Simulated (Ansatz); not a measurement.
# Run report: W₈C₉, molecular dynamics (part 5 of 5)

W₈C₉ (slab, 17 atoms in the cell); DFT PBE, scalar-relativistic, plane waves, PAW, PAW set soft_1, no spin polarisation (Ansatz 0.2.0); cutoff 420 eV, 3×3×1 k-mesh, Fermi–Dirac smearing of 0.15 eV. The structure derives from an entry of the Crystallography Open Database. The input holds or restrains some coordinates. It belongs to a series of runs on one base structure; here: dynamics from the start.

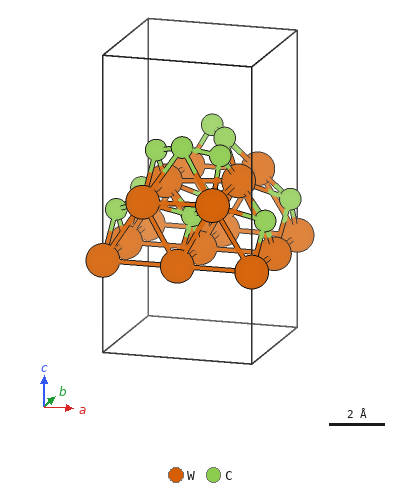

Figure 1. The geometry at step 127 of the log (ball-and-stick view of the cell of the calculation, with the vacuum cut short, seen slightly off an axis).

Trajectory as extended XYZ, continued:
```
17
Lattice="5.7491 0.0000 0.0000 0.0000 5.6332 0.0000 0.0000 0.0000 15.1490" Properties=species:S:1:pos:R:3:forces:R:3 step=115 time_fs=115.0 energy=-85326.28365 temperature=665.9
W     0.0000    0.0000    1.0000    0.1747   0.4728  -0.9437
C     0.1001    1.4927    2.4796   -0.0849  -1.3882   1.4784
W     1.5517    0.0043    3.3211   -2.3252   1.1862   1.7061
C     1.6920    1.4537    4.9944   -1.1517   1.4604  -1.8860
W     0.0000    2.8166    1.0000   -0.0655   0.6223  -0.5738
C    -0.0022    4.2639    2.5401    0.8303  -0.5565   0.9885
W     1.5360    2.8786    3.4461   -0.7866  -1.3054   1.1989
C     2.6338    4.9376    5.1089    0.6036  -1.9870   0.1995
W     2.8745    0.0000    1.0000    0.4925   0.0097  -2.3023
C     2.8802    1.4075    2.5025    0.8944   0.5826   0.7713
W     4.2870   -0.1611    3.4909    1.1456   2.9383   0.1861
C     4.1076    1.2528    4.9843   -0.6005  -0.4288   0.2922
W     2.8745    2.8166    1.0000    0.4681  -0.0248  -0.8564
C     2.9269    4.2226    2.5435   -0.2012  -1.1034  -0.4338
W     4.3933    2.7903    3.6719   -0.1392  -1.1444  -1.0347
C     3.6502    4.0436    5.0306   -0.0745  -0.8870  -0.5295
C     2.7973    0.6923    5.2865    0.8202   1.5532   1.7392
17
Lattice="5.7491 0.0000 0.0000 0.0000 5.6332 0.0000 0.0000 0.0000 15.1490" Properties=species:S:1:pos:R:3:forces:R:3 step=118 time_fs=118.0 energy=-85326.34253 temperature=649.8
W     0.0000    0.0000    1.0000    0.1970   0.5582  -0.8771
C     0.0929    1.4896    2.5065   -0.0909  -1.1558   1.0495
W     1.5480    0.0048    3.3217   -1.7783   1.5004   1.7659
C     1.6715    1.4553    5.0065   -0.7613   1.0845  -1.8963
W     0.0000    2.8166    1.0000    0.0122   0.6335  -0.1356
C     0.0312    4.3095    2.5820    0.5260  -1.3520   0.4832
W     1.5324    2.8733    3.4426   -0.5828  -0.9547   1.2815
C     2.6524    4.9395    5.1102   -0.4738  -0.8898   0.3066
W     2.8745    0.0000    1.0000    0.4881   0.2732  -2.2348
C     2.8996    1.4411    2.5019    0.6073   0.0966   0.8760
W     4.2852   -0.1618    3.4821    1.2559   3.2950   0.4844
C     4.1174    1.2678    4.9781   -1.0239  -0.8164   0.4617
W     2.8745    2.8166    1.0000    0.4800   0.1365  -1.0592
C     2.9478    4.2400    2.5303   -0.6719  -1.4379  -0.2886
W     4.3874    2.7897    3.6733    0.1138  -1.1848  -1.3187
C     3.5953    4.0184    5.0151    0.8596  -1.5038  -0.4382
C     2.7961    0.6991    5.2879    0.8430   1.7172   1.5399
17
Lattice="5.7491 0.0000 0.0000 0.0000 5.6332 0.0000 0.0000 0.0000 15.1490" Properties=species:S:1:pos:R:3:forces:R:3 step=121 time_fs=121.0 energy=-85326.39266 temperature=679.7
W     0.0000    0.0000    1.0000    0.2158   0.5866  -0.7386
C     0.0814    1.4801    2.5407   -0.0615  -0.8909   0.5143
W     1.5435    0.0045    3.3241   -1.0960   1.8309   1.9278
C     1.6428    1.4673    5.0026    0.0666   0.3560  -1.5911
W     0.0000    2.8166    1.0000    0.1126   0.4964   0.2634
C     0.0691    4.3460    2.6250   -0.0396  -1.9932  -0.0044
W     1.5298    2.8672    3.4414   -0.4496  -0.5912   1.2396
C     2.6735    4.9360    5.1159   -1.2450   0.6622   0.4656
W     2.8745    0.0000    1.0000    0.4737   0.5512  -2.1329
C     2.9244    1.4701    2.5120    0.3270  -0.3064   0.7769
W     4.2831   -0.1604    3.4746    1.3583   3.4722   0.7597
C     4.1266    1.2762    4.9774   -1.2926  -0.9988   0.5721
W     2.8745    2.8166    1.0000    0.4795   0.1708  -1.2337
C     2.9652    4.2485    2.5118   -0.9884  -1.5540  -0.0097
W     4.3818    2.7882    3.6738    0.4120  -1.3172  -1.6331
C     3.5529    3.9854    5.0016    1.3421  -1.7354  -0.2982
C     2.8005    0.7207    5.2978    0.3851   1.2609   1.1223
17
Lattice="5.7491 0.0000 0.0000 0.0000 5.6332 0.0000 0.0000 0.0000 15.1490" Properties=species:S:1:pos:R:3:forces:R:3 step=124 time_fs=124.0 energy=-85326.40175 temperature=597.9
W     0.0000    0.0000    1.0000    0.2367   0.5493  -0.5600
C     0.0738    1.4695    2.5701   -0.0377  -0.7094   0.0521
W     1.5386    0.0035    3.3285   -0.3456   2.1291   2.0885
C     1.6179    1.4823    4.9841    0.8438  -0.3252  -1.0441
W     0.0000    2.8166    1.0000    0.2113   0.3355   0.5492
C     0.1053    4.3669    2.6679   -0.7835  -2.4083  -0.4722
W     1.5292    2.8597    3.4421   -0.3357  -0.2165   1.0971
C     2.6816    4.9376    5.1261   -0.9282   0.9316   0.3813
W     2.8745    0.0000    1.0000    0.4555   0.7845  -1.9819
C     2.9531    1.4944    2.5313    0.0408  -0.6552   0.4621
W     4.2811   -0.1581    3.4661    1.4011   3.4106   1.0384
C     4.1360    1.2778    4.9802   -1.4237  -1.0613   0.6466
W     2.8745    2.8166    1.0000    0.4743   0.0849  -1.3534
C     2.9789    4.2461    2.4936   -1.1698  -1.4137   0.2959
W     4.3778    2.7847    3.6754    0.7672  -1.4827  -1.9770
C     3.5209    3.9410    4.9866    0.6875  -0.6184   0.0878
C     2.8085    0.7474    5.3121   -0.0939   0.6653   0.6898
17
Lattice="5.7491 0.0000 0.0000 0.0000 5.6332 0.0000 0.0000 0.0000 15.1490" Properties=species:S:1:pos:R:3:forces:R:3 step=127 time_fs=127.0 energy=-85326.37919 temperature=581.8
W     0.0000    0.0000    1.0000    0.2601   0.4532  -0.3926
C     0.0662    1.4521    2.5908   -0.0009  -0.5139  -0.2510
W     1.5338    0.0038    3.3354    0.2306   2.1794   2.1504
C     1.5958    1.4860    4.9581    1.3293  -0.7284  -0.4140
W     0.0000    2.8166    1.0000    0.2959   0.1810   0.7512
C     0.1313    4.3666    2.7029   -1.4419  -2.4764  -0.8276
W     1.5284    2.8533    3.4433   -0.2434   0.0834   0.9366
C     2.6852    4.9454    5.1445   -0.3207   0.4152   0.0696
W     2.8745    0.0000    1.0000    0.4362   0.9327  -1.7492
C     2.9808    1.5165    2.5601   -0.2439  -0.9878  -0.0504
W     4.2804   -0.1520    3.4582    1.3206   3.1033   1.2208
C     4.1343    1.2761    4.9873   -1.2342  -0.9064   0.5927
W     2.8745    2.8166    1.0000    0.4571  -0.1030  -1.4115
C     2.9847    4.2318    2.4802   -1.1456  -0.9738   0.5629
W     4.3759    2.7827    3.6761    1.1298  -1.6823  -2.2859
C     3.4914    3.8988    4.9654   -0.2580   0.9612   0.7015
C     2.8162    0.7742    5.3275   -0.5709   0.0626   0.3964
17
Lattice="5.7491 0.0000 0.0000 0.0000 5.6332 0.0000 0.0000 0.0000 15.1490" Properties=species:S:1:pos:R:3:forces:R:3 step=130 time_fs=130.0 energy=-85326.32807 temperature=538.9
W     0.0000    0.0000    1.0000    0.2892   0.3329  -0.2713
C     0.0599    1.4263    2.6058    0.0197  -0.2372  -0.4418
W     1.5302    0.0049    3.3441    0.4774   1.9023   2.0761
C     1.5762    1.4844    4.9293    1.6375  -0.9879   0.2535
W     0.0000    2.8166    1.0000    0.3519   0.0494   0.9192
C     0.1440    4.3499    2.7230   -1.8009  -2.2358  -0.9935
W     1.5280    2.8481    3.4452   -0.1716   0.3170   0.6933
C     2.6935    4.9501    5.1681   -0.0394  -0.0240  -0.2790
W     2.8745    0.0000    1.0000    0.4201   0.9698  -1.5428
C     3.0088    1.5260    2.5886   -0.5603  -1.1511  -0.5835
W     4.2803   -0.1430    3.4512    1.2478   2.6164   1.3469
C     4.1196    1.2637    4.9978   -0.5679  -0.3905   0.3648
W     2.8745    2.8166    1.0000    0.4346  -0.3091  -1.3643
C     2.9860    4.2175    2.4747   -1.0593  -0.5642   0.7060
W     4.3731    2.7794    3.6762    1.4989  -1.8467  -2.5000
C     3.4620    3.8618    4.9469   -0.8934   2.2074   1.2935
C     2.8220    0.7996    5.3379   -1.2844  -0.6489   0.3229
17
Lattice="5.7491 0.0000 0.0000 0.0000 5.6332 0.0000 0.0000 0.0000 15.1490" Properties=species:S:1:pos:R:3:forces:R:3 step=134 time_fs=134.0 energy=-85326.32545 temperature=556.5
W     0.0000    0.0000    1.0000    0.3198   0.1353  -0.1380
C     0.0493    1.3933    2.6188    0.0903   0.0853  -0.5648
W     1.5272    0.0082    3.3554    0.2869   1.1391   1.7536
C     1.5540    1.4735    4.8994    1.8022  -1.0671   1.0168
W     0.0000    2.8166    1.0000    0.3697  -0.0772   1.0561
C     0.1361    4.3042    2.7426   -1.7259  -1.4371  -1.0327
W     1.5262    2.8410    3.4488   -0.1165   0.5083   0.4323
C     2.7086    4.9658    5.1997    0.0446  -0.7492  -0.6348
W     2.8745    0.0000    1.0000    0.3916   0.8932  -1.2922
C     3.0386    1.5279    2.6177   -0.9647  -1.2664  -1.1591
W     4.2807   -0.1290    3.4431    1.0575   1.8186   1.4557
C     4.0993    1.2434    5.0081    0.2500   0.2743   0.1445
W     2.8745    2.8166    1.0000    0.3949  -0.5037  -1.2456
C     2.9716    4.1957    2.4790   -0.7625  -0.0029   0.7509
W     4.3700    2.7734    3.6730    1.5943  -1.6414  -2.3430
C     3.4199    3.8330    4.9398   -1.1140   2.9773   1.5379
C     2.8171    0.8205    5.3523   -1.9181  -1.0863   0.2621
17
Lattice="5.7491 0.0000 0.0000 0.0000 5.6332 0.0000 0.0000 0.0000 15.1490" Properties=species:S:1:pos:R:3:forces:R:3 step=137 time_fs=137.0 energy=-85326.45548 temperature=625.3
W     0.0000    0.0000    1.0000    0.3177   0.0033  -0.0698
C     0.0410    1.3775    2.6221    0.1581   0.1967  -0.5482
W     1.5245    0.0103    3.3634   -0.0063   0.4175   1.3538
C     1.5502    1.4549    4.8797    1.5459  -0.7872   1.4791
W     0.0000    2.8166    1.0000    0.3497  -0.1285   1.0838
C     0.1166    4.2622    2.7482   -1.4058  -0.7431  -0.9766
W     1.5244    2.8329    3.4520   -0.1461   0.6289   0.2983
C     2.7196    4.9778    5.2230   -0.2560  -0.6607  -0.5982
W     2.8745    0.0000    1.0000    0.3591   0.7532  -1.1131
C     3.0501    1.5179    2.6336   -1.1491  -1.2217  -1.4767
W     4.2817   -0.1174    3.4385    0.8806   1.1331   1.4859
C     4.0860    1.2250    5.0142    0.4451   0.6693   0.0989
W     2.8745    2.8166    1.0000    0.3665  -0.6593  -1.1652
C     2.9563    4.1704    2.4855   -0.4552   0.5177   0.7814
W     4.3690    2.7670    3.6673    1.2106  -1.1570  -1.8446
C     3.3819    3.8410    4.9455   -0.5180   2.2322   1.0819
C     2.7977    0.8294    5.3664   -1.6967  -1.1943   0.1291
17
Lattice="5.7491 0.0000 0.0000 0.0000 5.6332 0.0000 0.0000 0.0000 15.1490" Properties=species:S:1:pos:R:3:forces:R:3 step=140 time_fs=140.0 energy=-85326.57252 temperature=702.8
W     0.0000    0.0000    1.0000    0.3011  -0.1194  -0.0325
C     0.0288    1.3649    2.6210    0.3126   0.2639  -0.4522
W     1.5216    0.0143    3.3700   -0.3413  -0.2924   0.9710
C     1.5588    1.4360    4.8768    0.8231  -0.2308   1.4957
W     0.0000    2.8166    1.0000    0.3062  -0.1699   1.0613
C     0.0874    4.2175    2.7457   -0.9195  -0.0740  -0.8752
W     1.5217    2.8248    3.4562   -0.2332   0.6034   0.2896
C     2.7367    4.9884    5.2446   -0.8446   0.0326  -0.2804
W     2.8745    0.0000    1.0000    0.3023   0.5758  -0.9690
C     3.0568    1.4965    2.6480   -1.3151  -0.9833  -1.7160
W     4.2824   -0.1058    3.4346    0.7511   0.4625   1.5367
C     4.0760    1.2082    5.0206    0.1076   0.8521   0.2026
W     2.8745    2.8166    1.0000    0.3350  -0.8077  -1.0294
C     2.9371    4.1430    2.4962   -0.1284   1.0147   0.7254
W     4.3682    2.7606    3.6617    0.6754  -0.7358  -1.3592
C     3.3411    3.8626    4.9517    0.3915   0.7146   0.4330
C     2.7620    0.8280    5.3847   -0.5239  -1.1062  -0.0013
```

The run was set up as follows.

Input file:
```yaml
accuracy: low
crystal:
  lattice:
    - [5.74906, 0.0, 0.0]
    - [0.0, 5.63318, 0.0]
    - [0.0, 0.0, 15.149027]
  atoms:
    - { symbol: W, position: [0.0, 0.0, 0.0660108] }
    - { symbol: C, position: [0.00297105, 0.24994371, 0.17208005] }
    - { symbol: W, position: [0.25085382, 0.00479602, 0.22937468] }
    - { symbol: C, position: [0.27586557, 0.26244953, 0.33115031] }
    - { symbol: W, position: [0.0, 0.5, 0.0660108] }
    - { symbol: C, position: [0.00219636, 0.75050037, 0.17457642] }
    - { symbol: W, position: [0.2547799, 0.50614299, 0.23299807] }
    - { symbol: C, position: [0.45971271, 0.87592812, 0.34488022] }
    - { symbol: W, position: [0.5, 0.0, 0.0660108] }
    - { symbol: C, position: [0.49926274, 0.25262715, 0.1704766] }
    - { symbol: W, position: [0.74305626, -0.00882596, 0.23167594] }
    - { symbol: C, position: [0.69881332, 0.22818503, 0.33207567] }
    - { symbol: W, position: [0.5, 0.5, 0.0660108] }
    - { symbol: C, position: [0.49841068, 0.74717095, 0.16874709] }
    - { symbol: W, position: [0.75014511, 0.49334777, 0.23566947] }
    - { symbol: C, position: [0.61678936, 0.70694246, 0.32833665] }
    - { symbol: C, position: [0.47645652, 0.13705485, 0.35893541] }
basis:
  ecutwfc: 420.0
kpoints:
  mp_grid: { grid: [3, 3, 1] }
hamiltonian:
  xc: pbe
  pseudopotentials: { kind: paw, azcp: { folder: soft_1 } }
scf:
  occupations: { method: fermi_dirac, width: 0.15 }
  lower_state_search: "off"
md:
  timestep: 1
  n_steps: 140
  ensemble: nvt_langevin
  temperature: 700.0
  initial_velocities: maxwell_boltzmann
  seed: 486178
  friction: 0.01
  constraints: [{ sites: [0, 4, 8, 12] }]
```

Launch command:
```bash
ansatz run input.yaml --threads 2 --pin off --max-ram 5120MiB --backend cpu --events-out ev --progress --plain --runs-dir out
```

Results in brief:

| quantity | value |
| --- | --- |
| outcome | finished |
| mean temperature over the second half | 602 K |
| trajectory | 140 steps, 140 fs |
| ensemble | nvt_langevin |
| temperature in the input | 700.0 K |
| time step | 1 fs |
| electrons treated | 148 |
| potential energy (free energy of the electrons) (last step) | −85326.5725 eV |
| Fermi energy (last step) | 4.174 eV |
| largest force (length of the vector) (last step), held atoms and coordinates included | 2.375 eV/Å |
| hardware | 2 threads of Arm Neoverse V2, 24 GiB of memory available, shared host |
| wall time | 19 min (CPU time 37 min) |
| peak memory | 0.94 GiB |

Remarks:

The input asks for low accuracy. Spin–orbit coupling is left out, which matters for W. So short a trajectory is not equilibrated.
